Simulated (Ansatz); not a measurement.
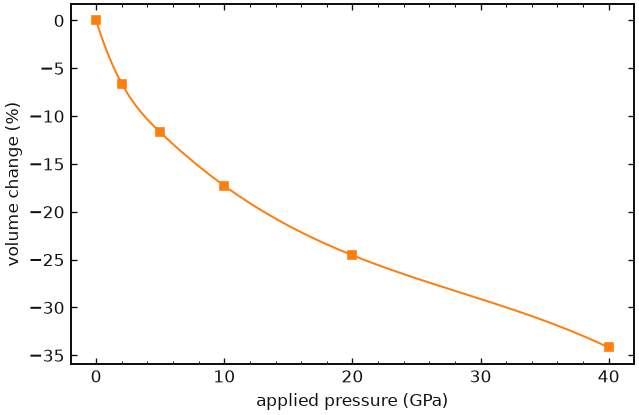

The picture above shows the volume change against applied pressure for ZrS₂, space group P-3m1 (No. 164).

Starting cell:
```cif
data_structure
_symmetry_space_group_name_H-M 'P 1'
_symmetry_Int_Tables_number 1
_cell_length_a 3.6274
_cell_length_b 3.6274
_cell_length_c 5.8868
_cell_angle_alpha 90.000
_cell_angle_beta 90.000
_cell_angle_gamma 120.000
_cell_volume 67.08
loop_
_atom_site_label
_atom_site_type_symbol
_atom_site_fract_x
_atom_site_fract_y
_atom_site_fract_z
_atom_site_occupancy
Zr1 Zr 0.00000 0.00000 0.00000 1
S1 S 0.66667 0.33333 0.75320 1
S2 S 0.33333 0.66667 0.24680 1
```

Computed with Ansatz 0.2.0: volume, enthalpy and cell of a crystal along a series of hydrostatic pressures at zero temperature, keeping its symmetry; changes are against the given cell; the k mesh follows the cell and the gap; plane waves with PAW datasets, Γ-centred k mesh; energies extrapolated to zero smearing. Level: PBEsol, no spin polarisation.

```tsv
setting	value
wave cutoff	420 eV
occupations	Gaussian
k mesh at zero pressure	12×12×6
smearing width at zero pressure	0.02 eV
```

From this curve and the settings, what does the calculation give for the change of a, change of c and enthalpy change at the same points?

The change of a falls from 0.00 % at applied pressure 0 GPa to −12.48 % at 40 GPa. The change of c falls from 0.00 % at applied pressure 0 GPa to −14.08 % at 40 GPa. The enthalpy change rises from 0.00 eV/atom at applied pressure 0 GPa to 4.31 eV/atom at 40 GPa.

| applied pressure (GPa) | change of a (%) | change of c (%) | enthalpy change (eV/atom) |
| --- | --- | --- | --- |
| 0 | 0.00 | 0.00 | 0.00 |
| 2 | −0.99 | −4.73 | 0.27 |
| 5 | −2.24 | −7.61 | 0.65 |
| 10 | −4.09 | −10.07 | 1.24 |
| 20 | −7.18 | −12.42 | 2.34 |
| 40 | −12.48 | −14.08 | 4.31 |

Limits of the calculation: a crossing between the sampled k points may be missed; narrow smearing for a metal.
